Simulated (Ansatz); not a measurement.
Take the following structure.

```yaml
crystal:
  lattice:
    - [3.21198, 0.00000, 0.00000]
    - [0.00000, 4.77007, 0.00000]
    - [0.00000, 0.00000, 28.00122]
  atoms:
    - { symbol: O, position: [0.50000, 0.19365, 0.32719] }
    - { symbol: Sn, position: [0.00000, 0.00000, 0.36019] }
    - { symbol: O, position: [0.50000, 0.80635, 0.39319] }
    - { symbol: O, position: [0.00000, 0.30635, 0.41234] }
    - { symbol: Sn, position: [0.50000, 0.50000, 0.44534] }
    - { symbol: O, position: [0.00000, 0.69365, 0.47834] }
    - { symbol: O, position: [0.50000, 0.19380, 0.49767] }
    - { symbol: Sn, position: [0.00000, 0.00022, 0.53059] }
    - { symbol: O, position: [0.50000, 0.79941, 0.56290] }
    - { symbol: O, position: [0.00000, 0.28970, 0.58462] }
    - { symbol: Sn, position: [0.50000, 0.50899, 0.61643] }
    - { symbol: O, position: [0.00000, 0.67620, 0.65194] }
    - { symbol: H, position: [0.50000, 0.29232, 0.67281] }
```

What would you see if this were drawn?

Formula: Sn4HO8. In the cell are 4 Sn, 1 H, 8 O, which makes 1 formula unit. H is linked to one Sn at 1.89 Å. Numbers of contacts at bonding distance: Sn 5 to 6 (mean 5.8) and O 2 to 3 (mean 2.8). The bonds build Sn4HO8 layers parallel to (001).

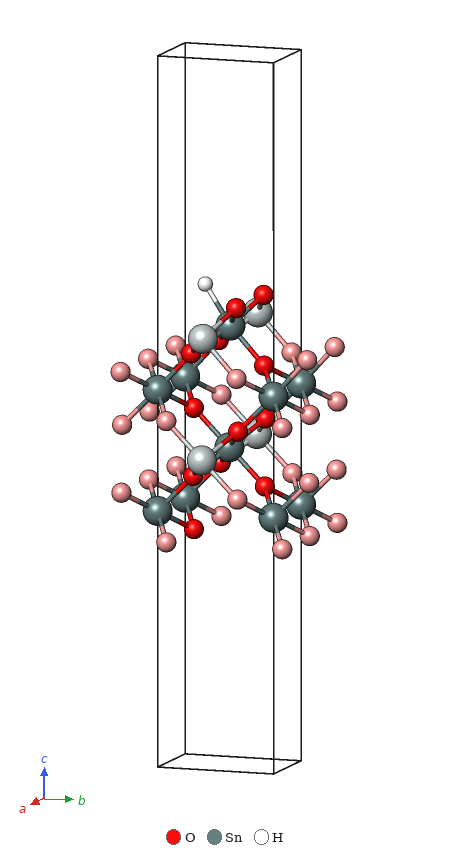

Ball-and-stick drawing of the structure, looking slightly off an axis. The frame is the simulation cell; atoms at its boundary are shown with their periodic copies. Periodic images bonded to atoms of the box are shown as well, in fainter colours. Colours: tin teal, hydrogen white, oxygen red.

It goes back to a structure listed in the Materials Project, from which a slab was cut and an adsorbate added. The atoms were relaxed in a fixed cell with Ansatz, DFT PBEsol, scalar-relativistic, plane waves, PAW, but for six held in place.

At this level of theory the cell isn't at rest (forces up to 2.3 eV/Å), so its distances can differ from those at equilibrium, the more so the softer the solid.
